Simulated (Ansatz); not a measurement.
# Single-point calculation of Ni (part 1 of 2)

Ni (Fm-3m, 27 atoms in the cell), computed with DFT PBEsol, scalar-relativistic, plane waves, PAW, spin-polarised (Ansatz 0.2.0).

The structure derives from a Materials Project entry. It belongs to a series of runs on one base structure; here: the perfect crystal in a cell of 27 atoms. Figures and captions count atoms from 1; the log counts them from 0 in places.

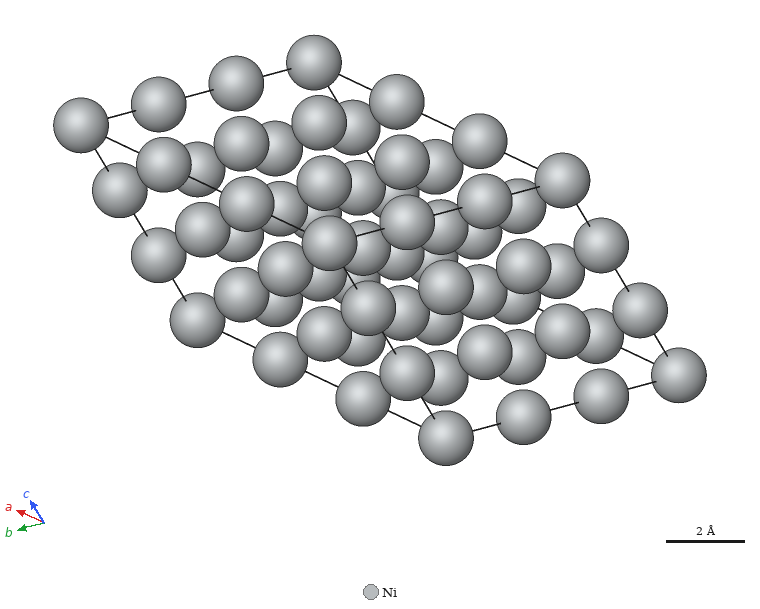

Fig. 1: The structure (spheres-only view of the cell of the calculation, seen at an oblique angle).

## Input
```yaml
crystal:
  lattice:
    - [5.1945272233, -5.1945272233, 0.0]
    - [5.1945272233, 0.0, 5.1945272233]
    - [0.0, -5.1945272233, 5.1945272233]
  atoms:
    - { symbol: Ni, position: [0.6666666667, 0.0, 0.0], spin: 0.73 }
    - { symbol: Ni, position: [0.6666666667, 0.0, 0.3333333333], spin: 0.73 }
    - { symbol: Ni, position: [0.6666666667, 0.3333333333, 0.0], spin: 0.73 }
    - { symbol: Ni, position: [0.6666666667, 0.0, 0.6666666667], spin: 0.73 }
    - { symbol: Ni, position: [0.6666666667, 0.3333333333, 0.3333333333], spin: 0.73 }
    - { symbol: Ni, position: [0.6666666667, 0.6666666667, 0.0], spin: 0.73 }
    - { symbol: Ni, position: [0.6666666667, 0.3333333333, 0.6666666667], spin: 0.73 }
    - { symbol: Ni, position: [0.6666666667, 0.6666666667, 0.3333333333], spin: 0.73 }
    - { symbol: Ni, position: [0.6666666667, 0.6666666667, 0.6666666667], spin: 0.73 }
    - { symbol: Ni, position: [0.3333333333, 0.0, 0.0], spin: 0.73 }
    - { symbol: Ni, position: [0.3333333333, 0.0, 0.3333333333], spin: 0.73 }
    - { symbol: Ni, position: [0.3333333333, 0.3333333333, 0.0], spin: 0.73 }
    - { symbol: Ni, position: [0.3333333333, 0.0, 0.6666666667], spin: 0.73 }
    - { symbol: Ni, position: [0.3333333333, 0.3333333333, 0.3333333333], spin: 0.73 }
    - { symbol: Ni, position: [0.3333333333, 0.6666666667, 0.0], spin: 0.73 }
    - { symbol: Ni, position: [0.3333333333, 0.3333333333, 0.6666666667], spin: 0.73 }
    - { symbol: Ni, position: [0.3333333333, 0.6666666667, 0.3333333333], spin: 0.73 }
    - { symbol: Ni, position: [0.3333333333, 0.6666666667, 0.6666666667], spin: 0.73 }
    - { symbol: Ni, position: [0.0, 0.0, 0.0], spin: 0.73 }
    - { symbol: Ni, position: [0.0, 0.0, 0.3333333333], spin: 0.73 }
    - { symbol: Ni, position: [0.0, 0.3333333333, 0.0], spin: 0.73 }
    - { symbol: Ni, position: [0.0, 0.0, 0.6666666667], spin: 0.73 }
    - { symbol: Ni, position: [0.0, 0.3333333333, 0.3333333333], spin: 0.73 }
    - { symbol: Ni, position: [0.0, 0.6666666667, 0.0], spin: 0.73 }
    - { symbol: Ni, position: [0.0, 0.3333333333, 0.6666666667], spin: 0.73 }
    - { symbol: Ni, position: [0.0, 0.6666666667, 0.3333333333], spin: 0.73 }
    - { symbol: Ni, position: [0.0, 0.6666666667, 0.6666666667], spin: 0.73 }
basis:
  ecutwfc: 420
  xc_grid: 2
kpoints:
  mp_grid: { grid: [5, 5, 5], shift: [0.0, 0.0, 0.0] }
hamiltonian:
  xc: pbesol
scf:
  occupations: { method: gaussian, width: 0.1 }
output:
  forces: true
  stress: true
  eigenvalues: true
  populations: true
magnetization:
  spin_polarized: true
```

Run as:
```bash
ansatz run input.yaml --threads 4 --pin off --max-ram 8192MiB --backend cpu --events-out ev --progress --plain --runs-dir out
```

## What the program printed
```
Engine: ansatz 0.2.0, x86_64-unknown-linux-gnu
Pseudopotentials: kind: paw
Pseudopotential: Ni, paw, valence charge 18, recommended cutoff 420 eV (normal), Ni.paw.azcp
Functional definition: PBEsol
  exchange = pbesol_x
  correlation = pbesol_c
Crystal: 27 atoms, lattice volume = 280.329 Å³
Basis set: ecut = 420 eV, 5577 PW (Γ), exchange–correlation on 100×100×100 points (8 copies of the dense FFT grid, shifted against one another)
Bands: 304, of which v1, the nominal top of the filled ones, is band 243 counted from 1 (242 counted from 0)
Symmetry: 1296 space group operations
Space group: Fm-3m (ITA 225), of the structure as read, at distance tolerance 6.5e-5 Å
Magnetic group: BNS 225.116 (UNI 1618), of the structure as read, at distance tolerance 6.5e-5 Å
k-points: 10 of 125
Non-local potential: Ni, projectors of the file, l = 0: 3, l = 1: 2, l = 2: 3, l = 3: 1
PAW form: soft (Blöchl's): semilocal exchange-correlation on the pseudo side does not see the compensation charge
PAW frozen core: Ni, regenerated for the run's functional, and the local potential with it (the file was generated under x = pbe(κ = 0.804, μ = 0.2195149727645171), c = pbe(β = 0.06672455060314922))
PAW one-centre angular grid: Ni, 590 points (default); XC on 64 Gauss nodes
Initial density: superposition of atomic densities (chi_scale 0.1, normalization cell)
Starting moments: Σ|m| = 19.71 μB on 27 of 27 sites
Initial wavefunctions: pseudopotential atomic-orbital guess
Functional: x = pbesol(κ = 0.804, μ = 0.12345679012345678), c = pbesol(β = 0.046)
SCF iter   1: F=—  HF=-156715.748873 eV  |F-HF|=—  |Δ(HF+E_count)|=         —  Δρ=8.94e-2 (↑3.19e-2 ↓8.94e-2)  dr2=2.41e1  dr2_m=2.18e0  M=20.834 μB ∫|m|=22.070 μB  β_m=0.30  ethr=3.10e-3  ⟨swp⟩=4.5  Hψ=18311  notcnv=0  defer=128
Mixer restart at iter 1: flushing history
preconditioner: auto → Kerker (q_TF=auto, 2.990 Å⁻¹)  [metal: Δε(μ)=0.007 eV  Ē_g=8.670 eV  σ=0.100 eV  W_gap=0.04  n_scr=136 (ndim 8)  ℏωp=36.4 eV  f_vac=0.000  D(μ)=46.28/eV (n_scr^D=748)]
spin=Collinear: Kerker preconditioning applied to the charge; magnetization (m = ρ↑ − ρ↓) channel mixes plain (no charge-response kernel on spin).
SCF iter   2: F=—  HF=-156709.645076 eV  |F-HF|=—  |Δ(HF+E_count)|=    6.10e0  Δρ=2.08e-2 (↑2.08e-2 ↓1.90e-2)  dr2=3.49e-1  dr2_m=6.76e-1  M=19.728 μB ∫|m|=21.204 μB  β_m=0.31  ethr=3.10e-3  ⟨swp⟩=2.4  Hψ=9567  notcnv=0  defer=811
SCF iter   3: F=—  HF=-156718.606730 eV  |F-HF|=—  |Δ(HF+E_count)|=    8.96e0  Δρ=1.87e-2 (↑1.87e-2 ↓9.74e-3)  dr2=4.27e-1  dr2_m=2.06e-1  M=19.124 μB ∫|m|=20.765 μB  β_m=0.57  ethr=7.18e-5  ⟨swp⟩=2.0  Hψ=11540  notcnv=0  defer=826
SCF iter   4: F=—  HF=-156731.924185 eV  |F-HF|=—  |Δ(HF+E_count)|=    1.33e1  Δρ=1.84e-2 (↑1.68e-2 ↓1.84e-2)  dr2=1.93e0  dr2_m=1.02e-2  M=18.241 μB ∫|m|=20.150 μB  β_m=0.63  ethr=7.18e-5  ⟨swp⟩=2.2  Hψ=10846  notcnv=0  defer=825
SCF iter   5: F=—  HF=-156734.232748 eV  |F-HF|=—  |Δ(HF+E_count)|=    2.31e0  Δρ=1.72e-3 (↑1.71e-3 ↓1.72e-3)  dr2=7.44e-3  dr2_m=2.63e-3  M=17.958 μB ∫|m|=19.963 μB  β_m=0.74  ethr=7.18e-5  ⟨swp⟩=2.0  Hψ=11719  notcnv=0  defer=830
SCF iter   6: F=—  HF=-156734.352411 eV  |F-HF|=—  |Δ(HF+E_count)|=   1.20e-1  Δρ=3.66e-3 (↑1.83e-3 ↓3.66e-3)  dr2=5.37e-2  dr2_m=3.35e-3  M=17.774 μB ∫|m|=19.841 μB  β_m=0.74  ethr=1.53e-6  ⟨swp⟩=2.4  Hψ=12285  notcnv=0  defer=829
SCF iter   7: F=—  HF=-156734.421124 eV  |F-HF|=—  |Δ(HF+E_count)|=   6.87e-2  Δρ=2.35e-4 (↑1.17e-4 ↓2.35e-4)  dr2=2.24e-4  dr2_m=1.95e-5  M=17.635 μB ∫|m|=19.754 μB  β_m=0.87  ethr=1.53e-6  ⟨swp⟩=2.0  Hψ=11156  notcnv=0  defer=828
SCF iter   8: F=—  HF=-156734.421126 eV  |F-HF|=—  |Δ(HF+E_count)|=   1.92e-6  Δρ=6.02e-5 (↑5.61e-5 ↓6.02e-5)  dr2=1.88e-5  dr2_m=1.02e-7  M=17.631 μB ∫|m|=19.750 μB  β_m=0.93  ethr=4.61e-8  ⟨swp⟩=2.0  Hψ=8755  notcnv=0  defer=829
SCF iter   9: F=—  HF=-156734.421139 eV  |F-HF|=—  |Δ(HF+E_count)|=   1.36e-5  Δρ=6.78e-5 (↑3.00e-5 ↓6.78e-5)  dr2=1.52e-5  dr2_m=1.13e-6  M=17.633 μB ∫|m|=19.752 μB  β_m=0.97  ethr=3.87e-9  ⟨swp⟩=1.9  Hψ=8231  notcnv=0  defer=829
SCF iter  10: F=—  HF=-156734.421140 eV  |F-HF|=—  |Δ(HF+E_count)|=   8.27e-8  Δρ=1.80e-6 (↑1.15e-6 ↓1.80e-6)  dr2=1.12e-8  dr2_m=2.06e-9  M=17.633 μB ∫|m|=19.752 μB  β_m=0.96  ethr=3.13e-9  ⟨swp⟩=2.0  Hψ=8486  notcnv=0  defer=829
SCF iter  11: F=-156734.421140 eV  HF=-156734.421140 eV  |F-HF|=6.26e-9  |Δ(HF+E_count)|=   2.27e-9  Δρ=1.81e-6 (↑6.06e-7 ↓1.81e-6)  dr2=8.87e-9  dr2_m=1.15e-9  M=17.633 μB ∫|m|=19.752 μB  ethr=2.31e-12  ⟨swp⟩=7.0  Hψ=28448  notcnv=0
SCF 1 converged in 11 iterations: F = -156734.421140 eV  dr2 = 8.87e-9
  greatest PAW one-centre occupation: 1.001 electrons in one spin orbital (limit 2), on the Ni atom at site 26 (counted from 0), in its partial waves of l = 1
```

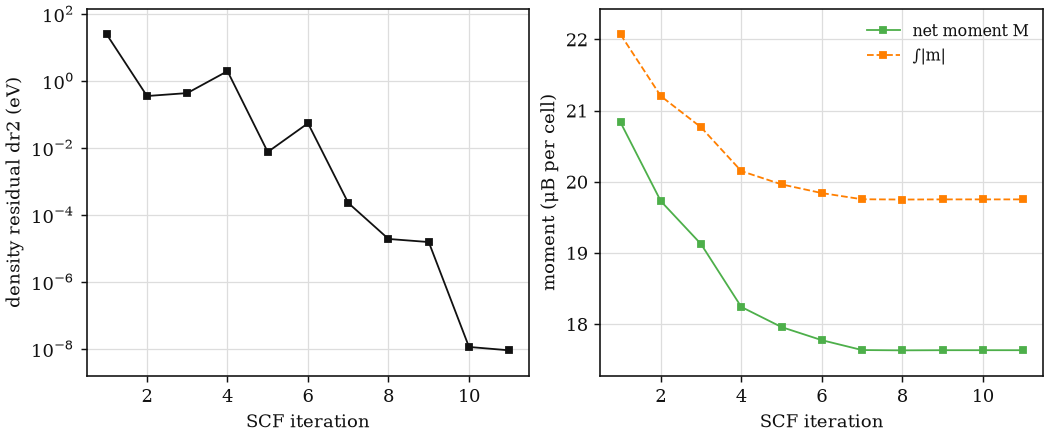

Fig. 2: Convergence of the self-consistent field: density residual dr2 and magnetic moment against the SCF iteration. The residual falls unevenly and jumps up by a factor of two or more 2 times on the way down. The net moment goes from 20.8 to 17.6 μB per cell.

```
SCF converged after 11 iterations
Magnetization: 17.6328 μB (251.8164 up, 234.1836 down)
Absolute magnetization: 19.7731 μB (∫|ρ↑−ρ↓|, with the PAW one-centre terms)
Spin contamination: 0.1562 ħ² per cell (⟨S²⟩ above its minimum at these occupations)
Per-site moments (μB) at R_I (Å): [(0.6873371385486798, 1.0100984917797282), (0.6873371385486796, 1.0100984917797282), (0.6873371385486804, 1.0100984917797282), (0.6873371385486798, 1.0100984917797282), (0.6873371385486803, 1.0100984917797282), (0.6873371385486802, 1.0100984917797282), (0.6873371385486802, 1.0100984917797282), (0.6873371385486801, 1.0100984917797282), (0.6873371385486801, 1.0100984917797282), (0.68733713854868, 1.0100984917797282), (0.6873371385486797, 1.0100984917797282), (0.6873371385486804, 1.0100984917797282), (0.68733713854868, 1.0100984917797282), (0.6873371385486803, 1.0100984917797282), (0.6873371385486801, 1.0100984917797282), (0.6873371385486801, 1.0100984917797282), (0.68733713854868, 1.0100984917797282), (0.68733713854868, 1.0100984917797282), (0.6873371385486798, 1.0100984917797282), (0.6873371385486797, 1.0100984917797282), (0.6873371385486803, 1.0100984917797282), (0.6873371385486796, 1.0100984917797282), (0.6873371385486803, 1.0100984917797282), (0.6873371385486804, 1.0100984917797282), (0.6873371385486802, 1.0100984917797282), (0.6873371385486803, 1.0100984917797282), (0.6873371385486803, 1.0100984917797282)]
Free energy (F): -156734.421140 eV
Harris-Foulkes:  -156734.421140 eV  (|F-HF|=6.26e-9)
Internal energy: -156734.193515 eV  (E = F + TS)
E sigma→0 (E₀):  -156734.307327 eV
Entropy (-TS):   -0.227624 eV (-8.431 meV/atom)
Fermi energy:    19.092940 eV
--- Per-component energies (eV) ---
  E_band       = -7247.853917
  E_kinetic    = 7645.995245
  E_local      = -90657.186222  (includes V_loc(G=0)·N_el)
  E_nonlocal   = 17164.748971
  E_hartree    = 37826.505382
  E_xc         = -2292.573118
  E_vxc        = -2967.378920  (∫ρ·V_xc dr)
  E_paw        = -43039.306091  (= ΣΔE_a)
  E_vpaw       = -14087.019911  (= ΣTr[D̂ρ^β])
  E_aug_tail   = 0.012994  (compensation charges beyond the density's cutoff)
  E_ewald      = -83387.717477
  E_core_change = 5.326799  (= ΣΔE_core)
  E_smearing   = -0.227624  (= −TS)
  E_closure    = -0.000000  (closes the sum)
  Σ components = -156734.421140   (vs F -156734.421140, Δ=0.00e0)
--- Forces (eV/Å), atoms counted from 1 ---
  atom   1  Ni     0.00000000    -0.00000000     0.00000000
  atom   2  Ni    -0.00000000     0.00000000     0.00000000
  atom   3  Ni    -0.00000000     0.00000000     0.00000000
  atom   4  Ni     0.00000000    -0.00000000     0.00000000
  atom   5  Ni    -0.00000000     0.00000000     0.00000000
  atom   6  Ni     0.00000000    -0.00000000    -0.00000000
  atom   7  Ni    -0.00000000    -0.00000000    -0.00000000
  atom   8  Ni     0.00000000    -0.00000000     0.00000000
  atom   9  Ni    -0.00000000    -0.00000000    -0.00000000
  atom  10  Ni     0.00000000     0.00000000    -0.00000000
  atom  11  Ni    -0.00000000    -0.00000000    -0.00000000
  atom  12  Ni    -0.00000000     0.00000000     0.00000000
  atom  13  Ni     0.00000000    -0.00000000     0.00000000
  atom  14  Ni    -0.00000000     0.00000000     0.00000000
  atom  15  Ni    -0.00000000    -0.00000000    -0.00000000
  atom  16  Ni    -0.00000000    -0.00000000    -0.00000000
  atom  17  Ni    -0.00000000     0.00000000    -0.00000000
  atom  18  Ni    -0.00000000     0.00000000    -0.00000000
  atom  19  Ni     0.00000000     0.00000000     0.00000000
  atom  20  Ni     0.00000000     0.00000000     0.00000000
  atom  21  Ni    -0.00000000     0.00000000     0.00000000
  atom  22  Ni    -0.00000000    -0.00000000     0.00000000
  atom  23  Ni     0.00000000     0.00000000     0.00000000
  atom  24  Ni     0.00000000    -0.00000000    -0.00000000
  atom  25  Ni     0.00000000    -0.00000000    -0.00000000
  atom  26  Ni    -0.00000000    -0.00000000     0.00000000
  atom  27  Ni    -0.00000000    -0.00000000     0.00000000
  max |Σ_I F_I| component: 2.26e-26 eV/Å
--- Stress (GPa, compression-positive) ---
        0.177855       0.000000       0.000000
        0.000000       0.177855      -0.000000
       -0.000000       0.000000       0.177855
  P = ⅓ Tr σ = 0.1779 GPa (1.779 kbar)
--- Band table (eV; the first three rows and the last of 20) ---
  k-point 0 ↑: bands = ["-84.3732", "-84.3416", "-84.3416", "-84.3416", "-84.3416", "-84.3416", "-84.3416", "-84.3416", "-84.3416", "-84.3312", ... 94 levels left out ..., "-44.7782", "-44.7500", "-44.7500", "-44.7500", "9.5837", "13.1186", "13.1186", "13.1186", "13.1186", "13.1186", "13.1186", "13.1186", "13.1186", "13.7956", "13.7956", "13.7956", "13.7956", "13.7956", "13.7956", "15.0224", "15.0224", "15.0224", "15.0224", "15.0224", "15.0224", "15.1268", "15.1268", "15.1268", "15.1268",
      "15.1268", "15.1268", "15.1268", "15.1268", "15.1268", "15.1268", "15.1268", "15.1268", "15.3652", "15.3652", "15.3652", "15.3652", "15.3652", "15.3652", "15.3652", "15.3652", "15.3652", "15.3652", "15.3652", "15.3652", "16.2960", "16.2960", "16.2960", "16.2960", "16.2960", "16.2960", "16.2960", "16.2960", "16.2960", "16.2960", "16.2960", "16.2960", "16.4588", "16.4588", "16.4588", "16.4588", "16.4588", "16.4588", "16.4588", "16.4588",
      "16.4944", "16.4944", "16.4944", "16.6509", "16.6509", "16.6509", "16.6509", "16.6509", "16.6509", "16.6509", "16.6509", "16.6509", "16.6509", "16.6509", "16.6509", "16.6509", "16.6509", "16.6509", "16.6509", "17.6403", "17.6403", "17.6403", "17.6403", "17.6403", "17.6403", "17.6403", "17.6403", "17.6403", "17.6403", "17.6403", "17.6403", "17.7613", "17.7613", "17.7767", "17.7767", "17.7767", "17.7767", "17.7767", "17.7767", "17.9666",
      "17.9666", "17.9666", "17.9666", "17.9666", "17.9666", "17.9666", "17.9666", "17.9666", "17.9666", "17.9666", "17.9666", "18.1162", "18.1162", "18.1162", "18.1162", "18.1162", "18.1162", "18.1162", "18.1162", "18.1162", "18.1162", "18.1162", "18.1162", "18.1162", "18.1162", "18.1162", "18.1162", "18.1525", "18.1525", "18.1525", "18.1525", "18.1525", "18.1525", "18.1525", "18.1525", "18.1525", "18.1525", "18.1525", "18.1525", "18.3361",
      "18.3361", "18.3361", "18.3361", "18.3361", "18.3361", "23.9207", "23.9207", "23.9207", "23.9207", "23.9207", "23.9207", "23.9207", "23.9207", "23.9207", "23.9207", "23.9207", "23.9207", "26.7241", "26.7241", "26.7241", "26.7241", "26.7241", "26.7241", "26.7241", "26.7241", "26.7241", "26.7241", "26.7241", "26.7241", "29.8738", "29.8738", "29.8738", "29.8738", "29.8738", "29.8738", "29.8738", "29.8738", "29.9316", "29.9316", "29.9316",
      "29.9316", "29.9316", "29.9316", "29.9316", "29.9316", "29.9316", "29.9316", "29.9316", "29.9316", "35.0416", "35.0416"]
```
